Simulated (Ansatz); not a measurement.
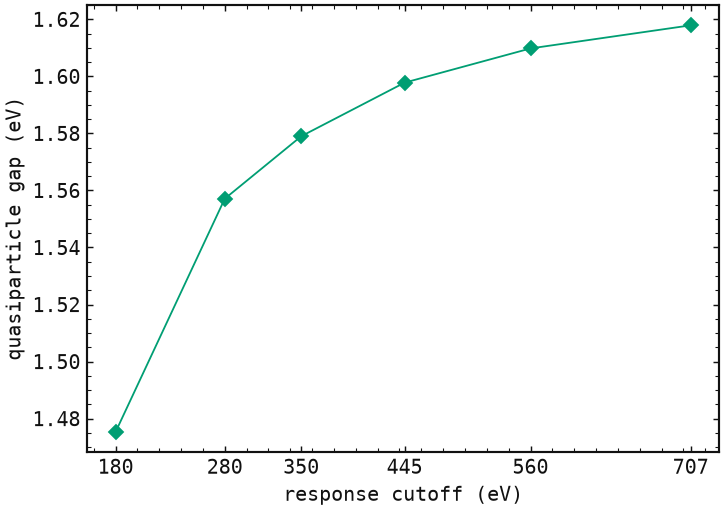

Scan of the response cutoff (empty bands raised with it).
SiC (F-43m, 2 atoms in the cell); Ansatz, G0W0@PBE, full frequency by contour deformation, norm-conserving pseudopotentials; cutoff 1115.67 eV, 2×2×2 k-mesh.

> What is enough for the quasiparticle gap to 0.05 eV?

The quasiparticle gap is within 0.05 eV of the largest setting's value from 350 eV on. It is 1.48 eV at 180 eV, 1.56 eV at 280 eV and 1.62 eV at 706.7 eV. The last step still moves it by 0.008 eV in the same direction, so the limit lies further: extrapolating the last two points as the cutoff to the power −3/2 gives about 1.64 eV, so against that limit 444.7 eV is needed. On so coarse a k-mesh the values belong to these settings and aren't the crystal's converged gap. The potentials or cutoffs used are known to leave an error of their own, so the limit of this scan isn't the converged value for the crystal.
